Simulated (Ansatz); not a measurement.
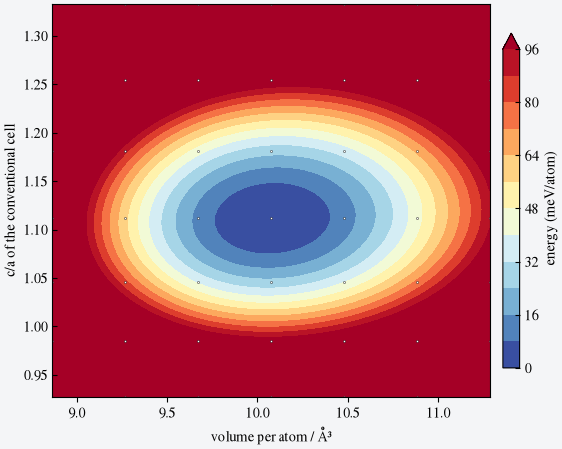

ZrB2 (P6/mmm, No. 191; 3 atoms in the cell). The energy is mapped over volume and the cell's shape. The first coordinate is: volume per atom; the second: c/a of the conventional cell. Nothing is relaxed (symmetry fixes all fractional coordinates). Grid: 7 × 7 points. Points are written as (first, second). Energies are in meV/atom, from the lowest grid point. All numbers below come from DFT PBEsol, scalar-relativistic, plane waves, PAW (Ansatz 0.2.0). Settings: cutoff 520 eV, k-mesh 18×18×12 in the order of the run's cell vectors, gaussian smearing 0.15 eV, no spin polarisation.

The picture shows filled contours, dots at the grid points, one colour for all values above the top of the scale. Between grid points the surface is interpolated.

### Estimate the position of the minimum and the force constants in these coordinates.

The interpolated minimum is at volume per atom ≈ 10.076 Å³, c/a of the conventional cell ≈ 1.112. The curvatures there are about 0.47 eV/(Å³)² and 35 eV, with a cross term of about −0.2 eV/Å³ (per cell of 3 atoms). Round the minimum the two coordinates are weakly coupled (coupling −0.06 in units of the two stiffnesses).
